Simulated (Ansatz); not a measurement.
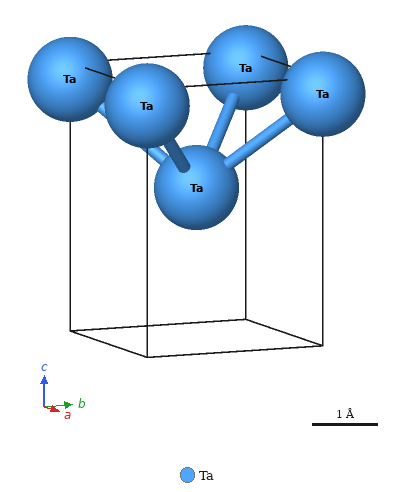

Fig. 1: The structure as given in the input (ball-and-stick view of the cell of the calculation, seen slightly off an axis). An atom can appear more than once, as a periodic image. Near neighbours in the periodic cell (some may lie outside the picture): Ta has 4 Ta at 2.64 Å.

**Run report: Ta, single-point calculation**

The run: single-point calculation of Ta (P4/nmm, 2 atoms in the cell). Method and program: DFT PBEsol, scalar-relativistic, plane waves, PAW, no spin polarisation (Ansatz 0.2.0).

The structure derives from an entry of the Crystallography Open Database. It belongs to a series of runs on one base structure; here: mode 6 (135.8 1/cm) frozen in, largest displacement +0.263 A. Figures and captions count atoms from 1; the log counts them from 0 in places.

## The input
```yaml
crystal:
  lattice:
    - [0.0, -2.11, -2.11]
    - [0.0, 2.11, -2.11]
    - [4.22, 0.0, 0.0]
  atoms:
    - { symbol: Ta, position: [0.5, 0.5, 0.5622037915] }
    - { symbol: Ta, position: [0.0, 0.0, -0.0622037915] }
basis:
  ecutwfc: 420
kpoints:
  mp_grid: { grid: [16, 16, 12] }
hamiltonian:
  xc: pbesol
scf:
  occupations: { method: gaussian, width: 0.15 }
output:
  forces: true
  stress: true
  eigenvalues: true
  write_density: true
  write_potential: true
  elf: true
  volumetric_format: npy
```

Hardware: 2 threads of Intel Xeon @ 2.50GHz (Skylake/Cascade Lake), 192 GiB of memory available, shared host.

Launch command:
```bash
ansatz run input.yaml --threads 2 --pin off --max-ram 5120MiB --backend cpu --events-out ev --progress --plain --runs-dir out
```

## The program's output
```
Engine: ansatz 0.2.0, x86_64-unknown-linux-gnu
Pseudopotentials: kind: paw
Pseudopotential: Ta, paw, valence charge 13, recommended cutoff 420 eV (normal), Ta.paw.azcp
Functional definition: PBEsol
  exchange = pbesol_x
  correlation = pbesol_c
Crystal: 2 atoms, lattice volume = 37.576 Å³
Basis set: ecut = 420 eV, 699 PW (Γ), exchange–correlation on 40×40×60 points (8 copies of the dense FFT grid, shifted against one another)
Bands: 17, of which v1, the nominal top of the filled ones, is band 13 counted from 1 (12 counted from 0)
Symmetry: 16 space group operations
Space group: P4/nmm (ITA 129), of the structure as read, at distance tolerance 3.3e-5 Å
k-points: 315 of 3072
Non-local potential: Ta, projectors of the file, l = 0: 3, l = 1: 2, l = 2: 2, l = 3: 1
PAW form: soft (Blöchl's): semilocal exchange-correlation on the pseudo side does not see the compensation charge
PAW frozen core: Ta, regenerated for the run's functional, and the local potential with it (the file was generated under x = pbe(κ = 0.804, μ = 0.2195149727645171), c = pbe(β = 0.06672455060314922))
PAW one-centre angular grid: Ta, 590 points (default); XC on 64 Gauss nodes
Initial density: superposition of atomic densities (neutral atoms: chi_scale 0, normalization atom), corrected by the library's trained network
Initial wavefunctions: pseudopotential atomic-orbital guess
Functional: x = pbesol(κ = 0.804, μ = 0.12345679012345678), c = pbesol(β = 0.046)
SCF iter   1: F=—  HF=-19611.198779 eV  |F-HF|=—  |Δ(HF+E_count)|=         —  Δρ=7.75e-3  dr2=3.56e-2  ethr=1.77e-3  ⟨swp⟩=5.0  Hψ=24432  notcnv=0
preconditioner: auto → none  [metal: Δε(μ)=0.006 eV  Ē_g=4.571 eV  σ=0.150 eV  W_gap=0.02  n_scr=6 (ndim 8)  ℏωp=19.2 eV  f_vac=0.000  D(μ)=3.57/eV (n_scr^D=36)  sad-step TF]
SCF iter   2: F=—  HF=-19611.192868 eV  |F-HF|=—  |Δ(HF+E_count)|=   5.91e-3  Δρ=4.45e-3  dr2=1.31e-2  ethr=1.37e-4  ⟨swp⟩=1.0  Hψ=7876  notcnv=0
SCF iter   3: F=—  HF=-19611.189676 eV  |F-HF|=—  |Δ(HF+E_count)|=   3.19e-3  Δρ=4.34e-4  dr2=1.14e-4  ethr=5.02e-5  ⟨swp⟩=2.0  Hψ=6924  notcnv=0
SCF iter   4: F=—  HF=-19611.189654 eV  |F-HF|=—  |Δ(HF+E_count)|=   2.20e-5  Δρ=1.39e-4  dr2=1.98e-5  ethr=4.39e-7  ⟨swp⟩=2.0  Hψ=8438  notcnv=0
SCF iter   5: F=—  HF=-19611.189654 eV  |F-HF|=—  |Δ(HF+E_count)|=   5.97e-7  Δρ=3.60e-5  dr2=8.88e-7  ethr=7.61e-8  ⟨swp⟩=2.0  Hψ=6900  notcnv=0
SCF iter   6: F=-19611.189654 eV  HF=-19611.189654 eV  |F-HF|=3.18e-8  |Δ(HF+E_count)|=   1.84e-7  Δρ=7.85e-6  dr2=4.28e-8  ethr=3.85e-10  ⟨swp⟩=10.4  Hψ=39000  notcnv=0
SCF 1 converged in 6 iterations: F = -19611.189654 eV  dr2 = 4.28e-8
  greatest PAW one-centre occupation: 1.000 electrons in one spin orbital (limit 2), on the Ta atom at site 1 (counted from 0), in its partial waves of l = 0
```

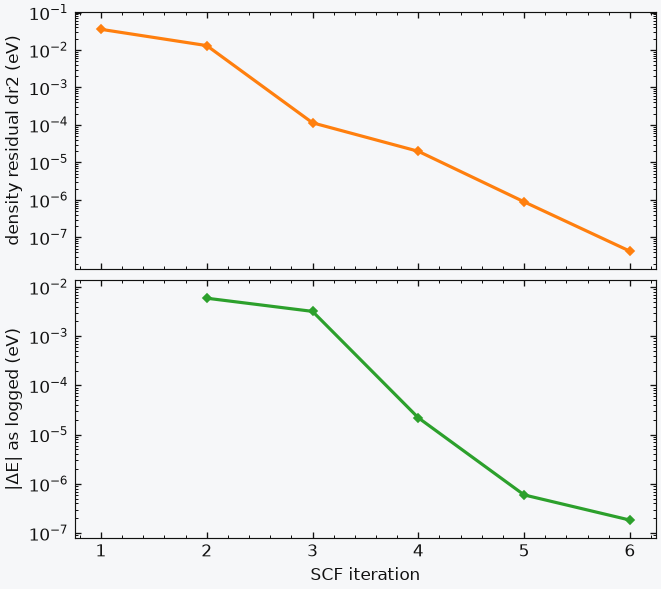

Fig. 2: Convergence of the self-consistent field: density residual dr2 and size of the energy change against the SCF iteration. The residual falls at every step.

```
SCF converged after 6 iterations
Free energy (F): -19611.189654 eV
Harris-Foulkes:  -19611.189654 eV  (|F-HF|=3.18e-8)
Internal energy: -19611.148707 eV  (E = F + TS)
E sigma→0 (E₀):  -19611.169180 eV
Entropy (-TS):   -0.040947 eV (-20.474 meV/atom)
Fermi energy:    18.012467 eV
--- Per-component energies (eV) ---
  E_band       = -234.317683
  E_kinetic    = 735.740283
  E_local      = -1299.550700  (includes V_loc(G=0)·N_el)
  E_nonlocal   = 37.250939
  E_hartree    = 465.615064
  E_xc         = -434.301702
  E_vxc        = -408.036431  (∫ρ·V_xc dr)
  E_paw        = -16545.836622  (= ΣΔE_a)
  E_vpaw       = -230.957005  (= ΣTr[D̂ρ^β])
  E_aug_tail   = 0.000305  (compensation charges beyond the density's cutoff)
  E_ewald      = -2570.493567
  E_core_change = 0.427293  (= ΣΔE_core)
  E_smearing   = -0.040947  (= −TS)
  E_closure    = 0.000000  (closes the sum)
  Σ components = -19611.189654   (vs F -19611.189654, Δ=0.00e0)
--- Forces (eV/Å), atoms counted from 1 ---
  atom   1  Ta    -4.66414549     0.00000000     0.00000000
  atom   2  Ta     4.66414549    -0.00000000     0.00000000
  max |Σ_I F_I| component: 0.00e0 eV/Å
--- Stress (GPa, compression-positive) ---
        4.740066      -0.000000       0.000000
       -0.000000      17.295170       0.000000
        0.000000       0.000000      17.295170
  P = ⅓ Tr σ = 13.1101 GPa (131.101 kbar)
--- Band table (eV; the first three rows and the last of 315) ---
  k-point 0: bands = ["-49.5157", "-49.2333", "-16.5573", "-16.1081", "-16.1081", "-15.4675", "-15.2916", "-15.2916", "9.9666", "13.5276", "13.7473", "18.4260", "18.4260", "19.0273", "19.1153", "20.3217", "23.7930"]
  k-point 1: bands = ["-49.5151", "-49.2340", "-16.5488", "-16.1059", "-16.1059", "-15.4791", "-15.2941", "-15.2941", "10.0543", "13.5528", "13.7721", "18.4663", "18.4663", "18.9291", "18.9514", "20.3354", "23.5981"]
  k-point 2: bands = ["-49.5132", "-49.2359", "-16.5245", "-16.0996", "-16.0996", "-15.5119", "-15.3011", "-15.3011", "10.3121", "13.6137", "13.8423", "18.4234", "18.5849", "18.5849", "18.7465", "20.3735", "23.1158"]
  k-point 314: bands = ["-49.3130", "-49.3130", "-16.7512", "-16.7512", "-15.9251", "-15.9251", "-15.6550", "-15.6550", "14.9327", "14.9327", "16.2533", "16.2533", "17.6165", "17.6165", "20.6365", "20.6365", "24.3378"]
```

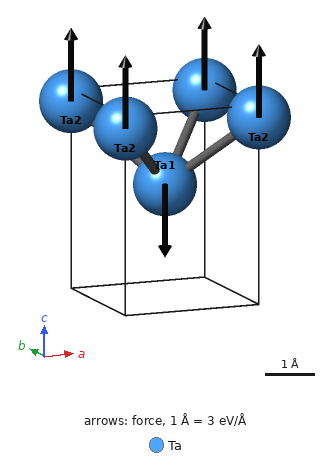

Fig. 3: Forces on the atoms as black arrows (ball-and-stick view of the cell of the calculation, seen slightly off an axis; atoms are numbered from 1 in the order of the input). The largest act on Ta1, Ta2 (4.66 eV/Å). The geometry is not a stationary point of this energy.

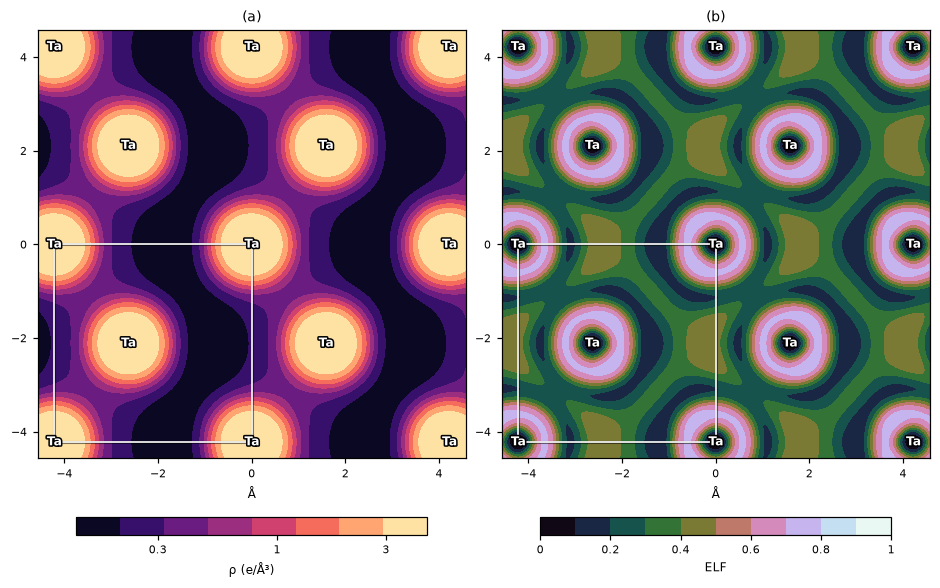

Fig. 4: (a) valence pseudo-density; (b) electron localisation function on the (11̄0) plane of the conventional cell. Atoms in the plane: Ta. Ta–Ta (2.64 Å): the density is about 0.43 e/Å³ at the midpoint; the ELF is about 0.25 at the midpoint (no shared electron pair). Away from the nuclei the density in this plane falls to 0.13 e/Å³ at its lowest. The strong features right at Ta lie inside the PAW spheres (semicore, d or f shells) and say nothing about bonding. In a PAW calculation such maps are meaningful between the atoms, not at the nuclei.

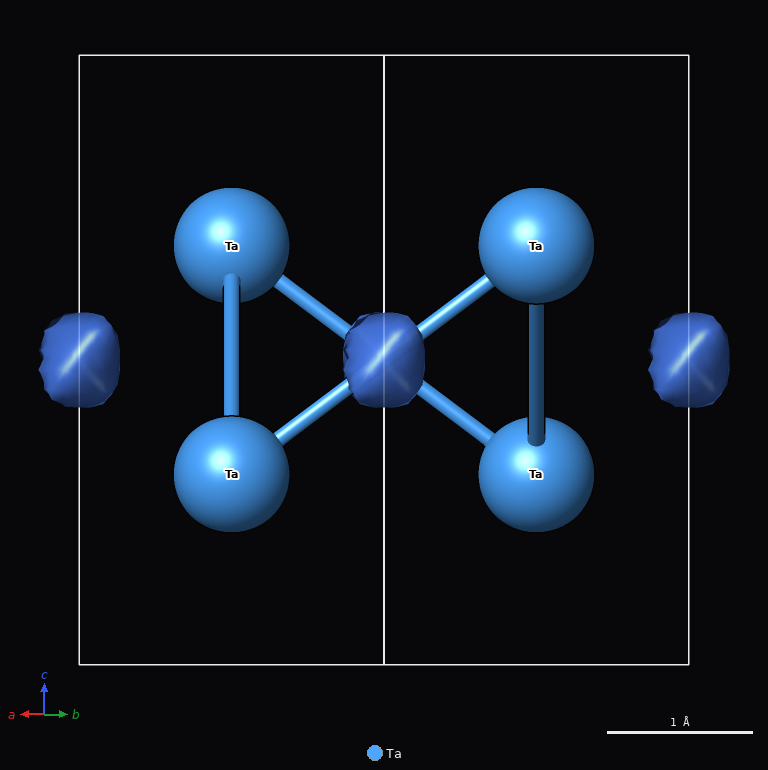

Fig. 5: Isosurface of the ELF at 0.6 (blue), seen along [110]. Core shells and regions of very low density are left out. Sticks mark near contacts. The outline is the cell set on symmetry axes. Profiles from the grid: Ta–Ta (2.64 Å): the ELF is about 0.25 at the midpoint; no localised pair between them.

## Key numbers

| quantity | value |
| --- | --- |
| outcome | converged |
| space group (tolerance 0.01 Å) | P4/nmm (129) |
| electrons treated | 26 |
| free energy | −19611.1897 eV |
| Fermi energy | 18.012 eV |
| gap on the k-point mesh | none (metallic) |
| pressure | 13.11 GPa |
| largest force (length of the vector) | 4.664 eV/Å |
| wall time | 9.2 s (CPU time 17 s) |
| peak memory | 0.5 GiB |

## Remarks

Spin–orbit coupling is left out, which matters for Ta.
